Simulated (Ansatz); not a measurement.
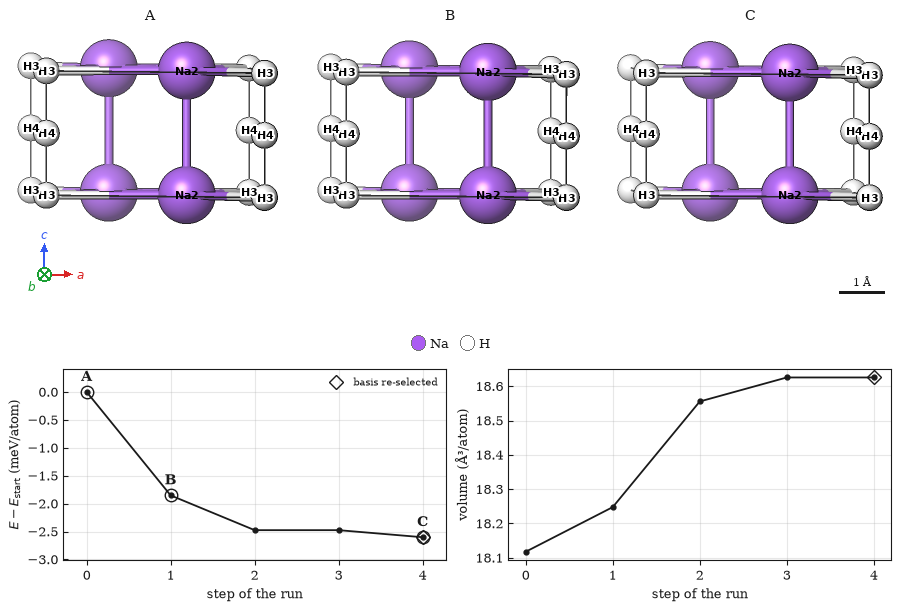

Frames of a relaxation of solid NaH (a generated structure, set up in P6/mmm), marked on the history of the run. The picture is a ball-and-stick view of the cell of the calculation, seen from a free direction.

These are results of DFT PBE, scalar-relativistic, plane waves, PAW (Ansatz), not measurements. (plane-wave cutoff 420 eV; k-point mesh 12 × 12 × 16; occupations gaussian; smearing width 0.1 eV; no spin polarisation; cell and atoms relaxed; force threshold 0.01 eV/Å; at most 80 steps)

### Describe the path.

No atom moves by more than 0.005 Å relative to the cell. The drawn cell changes as follows: a = b 5.470 → 5.591 Å (+2.2 %), c 2.797 → 2.752 Å (−1.6 %); the volume changes by +2.8 %. Among the contacts that change: H–Na 3.158 → 3.228 Å, Na–Na 3.158 → 3.228 Å, Na–Na 2.797 → 2.752 Å. The space group stays P6/mmm (No. 191). The energy falls by 2.6 meV per atom in 3 accepted moves (4 points after the start). All forces vanish by symmetry, so only the cell relaxes. Pressure: 0.01 GPa at the start and 0.02 GPa at the end. The SCF was repeated once at an unchanged geometry on a basis and grid sized afresh for the cell, which shifted the energy by 0.1 meV per atom at most. From step 0 to 1: volume +0.7 %, energy −1.9 meV per atom. From step 1 to 4: volume +2.1 %, energy −0.7 meV per atom.
